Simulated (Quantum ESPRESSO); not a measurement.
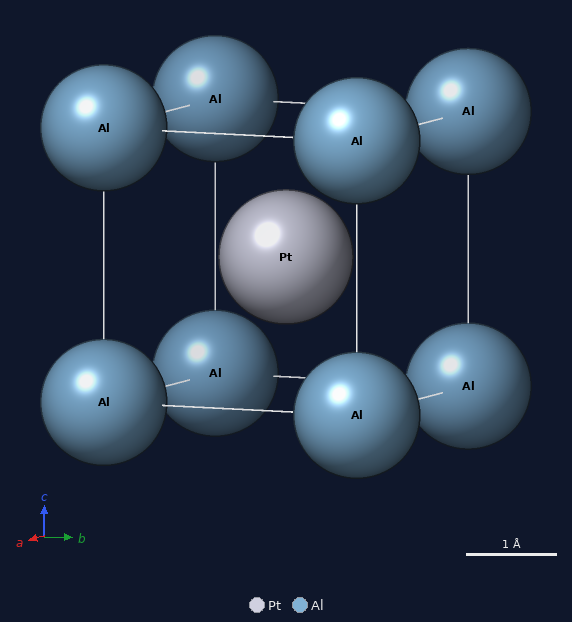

**Figure 1.** The input geometry (spheres-only view of the cell of the calculation, seen slightly off an axis). An atom can appear more than once, as a periodic image.

# Band-structure run, with input and output: AlPt (part 1 of 2)

AlPt (Pm-3m, 2 atoms in the cell), computed with Kohn-Sham DFT of a periodic cell, PBEsol, PseudoDojo 0.4.1 SR PBEsol standard, no spin polarisation (Quantum ESPRESSO 7.5).

The structure derives from a Materials Project entry.

### Input file
```
&CONTROL
  calculation = 'scf'
  prefix = 'pwscf'
  outdir = './tmp'
  pseudo_dir = './pseudo'
  tprnfor = .true.
  tstress = .true.
  disk_io = 'low'
/
&SYSTEM
  ibrav = 0
  nat = 2
  ntyp = 2
  ecutwfc = 84
  nbnd = 17
  occupations = 'smearing'
  smearing = 'fd'
  degauss = 0.00367493
/
&ELECTRONS
  conv_thr = 4d-10
  electron_maxstep = 120
  mixing_beta = 0.5
/
ATOMIC_SPECIES
Pt   195.0840 Pt.upf
Al    26.9815 Al.upf
CELL_PARAMETERS bohr
   5.8421752417    0.0000000000    0.0000000000
   0.0000000000    5.8421752417    0.0000000000
   0.0000000000    0.0000000000    5.8421752417
ATOMIC_POSITIONS bohr
Pt     2.9210876208    2.9210876208    2.9210876208
Al     0.0000000000    0.0000000000    0.0000000000
K_POINTS automatic
9 9 9 0 0 0
```

### File bands.in
```
&CONTROL
  calculation = 'bands'
  prefix = 'pwscf'
  outdir = './tmp'
  pseudo_dir = './pseudo'
  disk_io = 'low'
  verbosity = 'high'
/
&SYSTEM
  ibrav = 0
  nat = 2
  ntyp = 2
  ecutwfc = 84
  nbnd = 17
  occupations = 'smearing'
  smearing = 'fd'
  degauss = 0.00367493
/
&ELECTRONS
  conv_thr = 1d-08
  electron_maxstep = 120
  mixing_beta = 0.5
  diago_full_acc = .true.
  startingwfc = 'random'
/
ATOMIC_SPECIES
Pt   195.0840 Pt.upf
Al    26.9815 Al.upf
CELL_PARAMETERS bohr
   5.8421752417    0.0000000000    0.0000000000
   0.0000000000    5.8421752417    0.0000000000
   0.0000000000    0.0000000000    5.8421752417
ATOMIC_POSITIONS bohr
Pt     2.9210876208    2.9210876208    2.9210876208
Al     0.0000000000    0.0000000000    0.0000000000
K_POINTS crystal
60
 0.0000000000  0.0000000000  0.0000000000 1
 0.0000000000  0.0714285714  0.0000000000 1
 0.0000000000  0.1428571429  0.0000000000 1
 0.0000000000  0.2142857143  0.0000000000 1
 0.0000000000  0.2857142857  0.0000000000 1
 0.0000000000  0.3571428571  0.0000000000 1
 0.0000000000  0.4285714286  0.0000000000 1
 0.0000000000  0.5000000000  0.0000000000 1
 0.0714285714  0.5000000000  0.0000000000 1
 0.1428571429  0.5000000000  0.0000000000 1
 0.2142857143  0.5000000000  0.0000000000 1
 0.2857142857  0.5000000000  0.0000000000 1
 0.3571428571  0.5000000000  0.0000000000 1
 0.4285714286  0.5000000000  0.0000000000 1
 0.5000000000  0.5000000000  0.0000000000 1
 0.4545454545  0.4545454545  0.0000000000 1
 0.4090909091  0.4090909091  0.0000000000 1
 0.3636363636  0.3636363636  0.0000000000 1
 0.3181818182  0.3181818182  0.0000000000 1
 0.2727272727  0.2727272727  0.0000000000 1
 0.2272727273  0.2272727273  0.0000000000 1
 0.1818181818  0.1818181818  0.0000000000 1
 0.1363636364  0.1363636364  0.0000000000 1
 0.0909090909  0.0909090909  0.0000000000 1
 0.0454545455  0.0454545455  0.0000000000 1
 0.0000000000  0.0000000000  0.0000000000 1
 0.0357142857  0.0357142857  0.0357142857 1
 0.0714285714  0.0714285714  0.0714285714 1
 0.1071428571  0.1071428571  0.1071428571 1
 0.1428571429  0.1428571429  0.1428571429 1
 0.1785714286  0.1785714286  0.1785714286 1
 0.2142857143  0.2142857143  0.2142857143 1
 0.2500000000  0.2500000000  0.2500000000 1
 0.2857142857  0.2857142857  0.2857142857 1
 0.3214285714  0.3214285714  0.3214285714 1
 0.3571428571  0.3571428571  0.3571428571 1
 0.3928571429  0.3928571429  0.3928571429 1
 0.4285714286  0.4285714286  0.4285714286 1
 0.4642857143  0.4642857143  0.4642857143 1
 0.5000000000  0.5000000000  0.5000000000 1
 0.4545454545  0.5000000000  0.4545454545 1
 0.4090909091  0.5000000000  0.4090909091 1
 0.3636363636  0.5000000000  0.3636363636 1
 0.3181818182  0.5000000000  0.3181818182 1
 0.2727272727  0.5000000000  0.2727272727 1
 0.2272727273  0.5000000000  0.2272727273 1
 0.1818181818  0.5000000000  0.1818181818 1
 0.1363636364  0.5000000000  0.1363636364 1
 0.0909090909  0.5000000000  0.0909090909 1
 0.0454545455  0.5000000000  0.0454545455 1
 0.0000000000  0.5000000000  0.0000000000 1
 0.5000000000  0.5000000000  0.0000000000 1
 0.5000000000  0.5000000000  0.0625000000 1
 0.5000000000  0.5000000000  0.1250000000 1
 0.5000000000  0.5000000000  0.1875000000 1
 0.5000000000  0.5000000000  0.2500000000 1
 0.5000000000  0.5000000000  0.3125000000 1
 0.5000000000  0.5000000000  0.3750000000 1
 0.5000000000  0.5000000000  0.4375000000 1
 0.5000000000  0.5000000000  0.5000000000 1
```

Machine: 2 threads of AMD EPYC (Zen 5), 64 GiB of memory available, shared host.

Run as:
```bash
OMP_NUM_THREADS=1 mpirun -n 2 pw.x -nk 2 -in pw.in > pw.out
OMP_NUM_THREADS=1 mpirun -n 2 pw.x -nk 2 -in bands.in > bands.out
```

### The program's output
```
This program is part of the open-source Quantum ESPRESSO suite
     for quantum simulation of materials; please cite
         "P. Giannozzi et al., J. Phys.:Condens. Matter 21 395502 (2009);
         "P. Giannozzi et al., J. Phys.:Condens. Matter 29 465901 (2017);
         "P. Giannozzi et al., J. Chem. Phys. 152 154105 (2020);
          URL
     in publications or presentations arising from this work. More details at

     Message from routine setup:
     using ibrav=0 with symmetry is DISCOURAGED, use correct ibrav instead

     K-points division:     npool     =       2
     Subspace diagonalization in iterative solution of the eigenvalue problem:
     a serial algorithm will be used

     G-vector sticks info
     --------------------
     sticks:   dense  smooth     PW     G-vecs:    dense   smooth      PW
     Sum         917     917    277                20719    20719    3407

     Using Slab Decomposition

     bravais-lattice index     =            0
     lattice parameter (alat)  =       5.8422  a.u.
     unit-cell volume          =     199.3994 (a.u.)^3
     number of atoms/cell      =            2
     number of atomic types    =            2
     number of electrons       =        21.00
     number of Kohn-Sham states=           17
     kinetic-energy cutoff     =      84.0000  Ry
     charge density cutoff     =     336.0000  Ry
     scf convergence threshold =      4.0E-10
     mixing beta               =       0.5000
     number of iterations used =            8  plain     mixing
     Exchange-correlation= PBESOL
                           (   1   4  10   8   0   0   0)

     celldm(1)=   5.842175  celldm(2)=   0.000000  celldm(3)=   0.000000
     celldm(4)=   0.000000  celldm(5)=   0.000000  celldm(6)=   0.000000

     crystal axes: (cart. coord. in units of alat)
               a(1) = (   1.000000   0.000000   0.000000 )
               a(2) = (   0.000000   1.000000   0.000000 )
               a(3) = (   0.000000   0.000000   1.000000 )

     reciprocal axes: (cart. coord. in units 2 pi/alat)
               b(1) = (  1.000000  0.000000  0.000000 )
               b(2) = (  0.000000  1.000000  0.000000 )
               b(3) = (  0.000000  0.000000  1.000000 )

     PseudoPot. # 1 for Pt read from file:
     Pt.upf
     Pseudo is Norm-conserving + core correction, Zval = 18.0
     Generated using ONCVPSP code by D. R. Hamann
     Using radial grid of 1358 points,  8 beta functions with:
                l(1) =   0
                l(2) =   0
                l(3) =   1
                l(4) =   1
                l(5) =   2
                l(6) =   2
                l(7) =   3
                l(8) =   3

     PseudoPot. # 2 for Al read from file:
     Al.upf
     Pseudo is Norm-conserving + core correction, Zval =  3.0
     Generated using ONCVPSP code by D. R. Hamann
     Using radial grid of 1876 points,  6 beta functions with:
                l(1) =   0
                l(2) =   0
                l(3) =   1
                l(4) =   1
                l(5) =   2
                l(6) =   2

     atomic species   valence    mass     pseudopotential
     Pt               18.00   195.08400     Pt( 1.00)
     Al                3.00    26.98150     Al( 1.00)

     48 Sym. Ops., with inversion, found

   Cartesian axes

     site n.     atom                  positions (alat units)
         1        Pt     tau(   1) = (   0.5000000   0.5000000   0.5000000  )
         2        Al     tau(   2) = (   0.0000000   0.0000000   0.0000000  )

     number of k points=    35  Fermi-Dirac smearing, width (Ry)=  0.0037
                       cart. coord. in units 2pi/alat
        k(    1) = (   0.0000000   0.0000000   0.0000000), wk =   0.0027435
        k(    2) = (   0.0000000   0.0000000   0.1111111), wk =   0.0164609
        k(    3) = (   0.0000000   0.0000000   0.2222222), wk =   0.0164609
        k(    4) = (   0.0000000   0.0000000   0.3333333), wk =   0.0164609
        k(    5) = (   0.0000000   0.0000000   0.4444444), wk =   0.0164609
        k(    6) = (   0.0000000   0.1111111   0.1111111), wk =   0.0329218
        k(    7) = (   0.0000000   0.1111111   0.2222222), wk =   0.0658436
        k(    8) = (   0.0000000   0.1111111   0.3333333), wk =   0.0658436
        k(    9) = (   0.0000000   0.1111111   0.4444444), wk =   0.0658436
        k(   10) = (   0.0000000   0.2222222   0.2222222), wk =   0.0329218
        k(   11) = (   0.0000000   0.2222222   0.3333333), wk =   0.0658436
        k(   12) = (   0.0000000   0.2222222   0.4444444), wk =   0.0658436
        k(   13) = (   0.0000000   0.3333333   0.3333333), wk =   0.0329218
        k(   14) = (   0.0000000   0.3333333   0.4444444), wk =   0.0658436
        k(   15) = (   0.0000000   0.4444444   0.4444444), wk =   0.0329218
        k(   16) = (   0.1111111   0.1111111   0.1111111), wk =   0.0219479
        k(   17) = (   0.1111111   0.1111111   0.2222222), wk =   0.0658436
        k(   18) = (   0.1111111   0.1111111   0.3333333), wk =   0.0658436
        k(   19) = (   0.1111111   0.1111111   0.4444444), wk =   0.0658436
        k(   20) = (   0.1111111   0.2222222   0.2222222), wk =   0.0658436
        k(   21) = (   0.1111111   0.2222222   0.3333333), wk =   0.1316872
        k(   22) = (   0.1111111   0.2222222   0.4444444), wk =   0.1316872
        k(   23) = (   0.1111111   0.3333333   0.3333333), wk =   0.0658436
        k(   24) = (   0.1111111   0.3333333   0.4444444), wk =   0.1316872
        k(   25) = (   0.1111111   0.4444444   0.4444444), wk =   0.0658436
        k(   26) = (   0.2222222   0.2222222   0.2222222), wk =   0.0219479
        k(   27) = (   0.2222222   0.2222222   0.3333333), wk =   0.0658436
        k(   28) = (   0.2222222   0.2222222   0.4444444), wk =   0.0658436
        k(   29) = (   0.2222222   0.3333333   0.3333333), wk =   0.0658436
        k(   30) = (   0.2222222   0.3333333   0.4444444), wk =   0.1316872
        k(   31) = (   0.2222222   0.4444444   0.4444444), wk =   0.0658436
        k(   32) = (   0.3333333   0.3333333   0.3333333), wk =   0.0219479
        k(   33) = (   0.3333333   0.3333333   0.4444444), wk =   0.0658436
        k(   34) = (   0.3333333   0.4444444   0.4444444), wk =   0.0658436
        k(   35) = (   0.4444444   0.4444444   0.4444444), wk =   0.0219479

     Dense  grid:    20719 G-vectors     FFT dimensions: (  36,  36,  36)

     Initial potential from superposition of free atoms

     starting charge      20.9975, renormalised to      21.0000
     Starting wfcs are   14 randomized atomic wfcs +    3 random wfcs

     Self-consistent Calculation

     iteration #  1     ecut=    84.00 Ry     beta= 0.50
     Davidson diagonalization with overlap
     ethr =  1.00E-02,  avg # of iterations =  4.5

     Threshold (ethr) on eigenvalues was too large:
     Diagonalizing with lowered threshold

     Davidson diagonalization with overlap
     ethr =  7.02E-04,  avg # of iterations =  1.3

     total energy              =    -265.83759067 Ry
     estimated scf accuracy    <       0.15019375 Ry

     iteration #  2     ecut=    84.00 Ry     beta= 0.50
     Davidson diagonalization with overlap
     ethr =  7.15E-04,  avg # of iterations =  2.0

     total energy              =    -265.87669664 Ry
     estimated scf accuracy    <       0.07129528 Ry

     iteration #  3     ecut=    84.00 Ry     beta= 0.50
     Davidson diagonalization with overlap
     ethr =  3.40E-04,  avg # of iterations =  1.8

     total energy              =    -265.88928195 Ry
     estimated scf accuracy    <       0.00179117 Ry

     iteration #  4     ecut=    84.00 Ry     beta= 0.50
     Davidson diagonalization with overlap
     ethr =  8.53E-06,  avg # of iterations =  4.8

     total energy              =    -265.88942832 Ry
     estimated scf accuracy    <       0.00008935 Ry

     iteration #  5     ecut=    84.00 Ry     beta= 0.50
     Davidson diagonalization with overlap
     ethr =  4.25E-07,  avg # of iterations =  2.3

     total energy              =    -265.88944942 Ry
     estimated scf accuracy    <       0.00000253 Ry

     iteration #  6     ecut=    84.00 Ry     beta= 0.50
     Davidson diagonalization with overlap
     ethr =  1.21E-08,  avg # of iterations =  2.0

     total energy              =    -265.88945001 Ry
     estimated scf accuracy    <       0.00000015 Ry

     iteration #  7     ecut=    84.00 Ry     beta= 0.50
     Davidson diagonalization with overlap
     ethr =  6.99E-10,  avg # of iterations =  2.1
```
